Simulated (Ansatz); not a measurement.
NbAs

Input

```
crystal:
  lattice:
    - [0.0, 2.9260238529, 2.9260238529]
    - [2.9260238529, 0.0, 2.9260238529]
    - [2.9260238529, 2.9260238529, 0.0]
  atoms:
    - { symbol: Nb, position: [0.0, 0.0, 0.0], spin: 1.0 }
    - { symbol: As, position: [0.25, 0.25, 0.25] }
basis:
  ecutwfc: 500
kpoints:
  mp_grid: { grid: [12, 12, 12] }
hamiltonian:
  xc: r2scan
scf:
  occupations: { method: gaussian, width: 0.1 }
  lower_state_search: "off"
output:
  forces: true
  stress: true
  eigenvalues: true
  populations: true
  write_density: true
  write_potential: true
  elf: true
  volumetric_format: npy
magnetization:
  spin_polarized: true
relax:
  adjacent_minimum: "off"
  f_tol: 0.01
  max_steps: 60
  cell: { stress_tol: 0.05 }
```

Run with:

```sh
ansatz run input.yaml --threads 1 --pin off --max-ram 2560MiB --backend cpu --events-out ev --progress --plain --runs-dir out
```

Below, planes, directions and counts refer to the conventional cell (a = 5.85 Å, b = 5.85 Å, c = 5.85 Å, α = 90.00°, β = 90.00°, γ = 90.00°).

Space group F-43m; started from the zinc blende prototype, which need not be the ambient phase; spin-polarised.

Theory: DFT r2SCAN, scalar-relativistic, plane waves, PAW in Ansatz 0.2.0.

In a PAW calculation such maps are meaningful between the atoms, not at the nuclei.

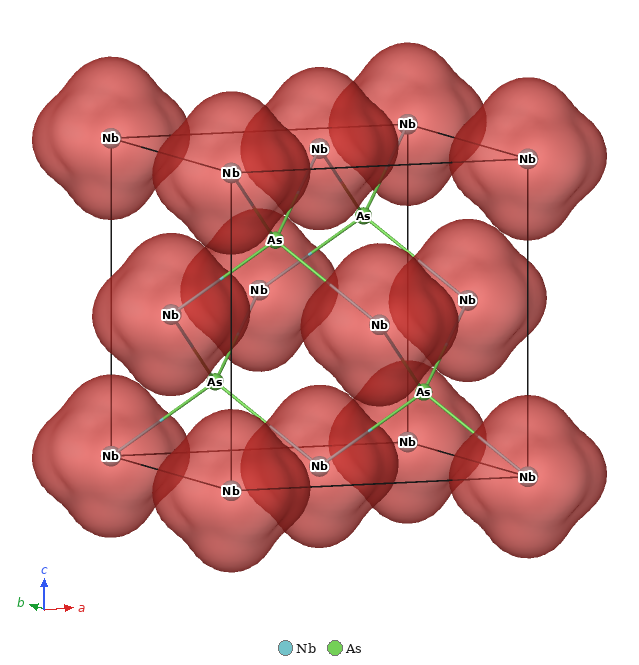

Figure 1. Isosurface of the spin density (up minus down) at +0.04 e/Å³ (red), seen slightly off an axis. Sticks mark near contacts.

**Which atoms carry the moments, and with what signs?**

The spin density sits on Nb: +1.0 μB (×4) in one cell of 8 atoms, with smaller moments on other sites: As (up to −0.06 μB): parallel main moments, as they must be, since the calculation's own cell holds one magnetic site. The cell of the calculation (2 atoms) carries 1.4 μB of net spin moment.

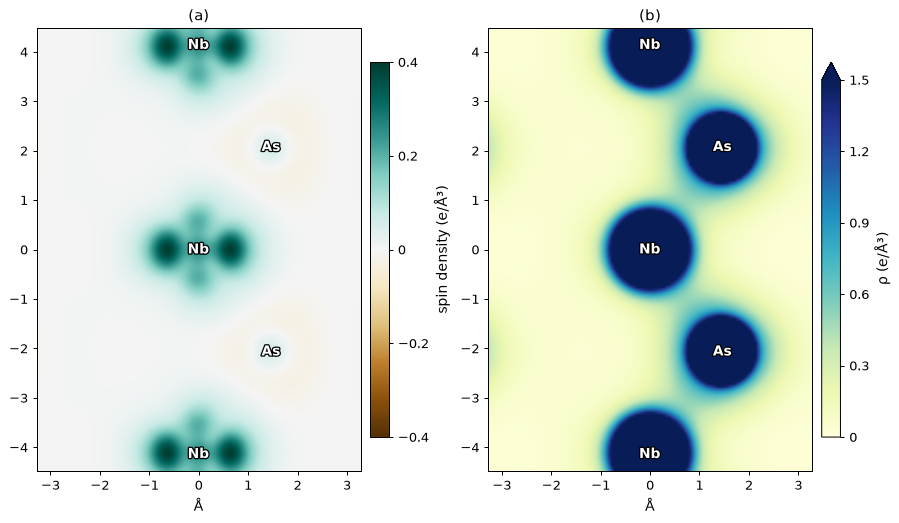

Figure 2. (a) spin density (up minus down); (b) valence charge density (pseudo) on the (101) plane of the conventional cell.

**Interpret the plot.**

Atoms in the plane: Nb and As.
Nb–As (2.53 Å): ρ at the midpoint is about 0.51 e/Å³.
Between the atoms the lowest density in this plane is 0.02 e/Å³.

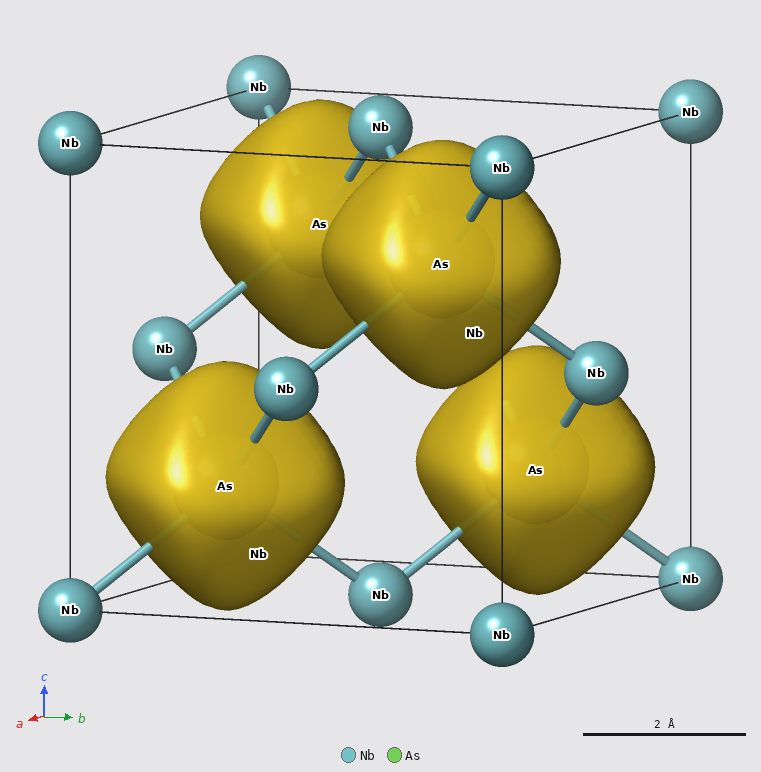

Figure 3. Isosurface of the ELF at 0.55 (yellow), seen slightly off an axis. Only the valence region is drawn (cores and ρ < 0.01 e/Å³ removed). Sticks mark near contacts.

**Where are the electrons localised?**

At this value the surface marks out four regions wrapped around As (the valence shell of each), counted in one cell of 8 atoms. Any copies at cell faces, edges or corners count once. Along the contacts the grid gives the following. Nb–As (2.53 Å): the ELF is about 0.50 at the midpoint.

**Metal or insulator at this level of theory?**

It is metallic or semimetallic at this level of theory: no gap opens.
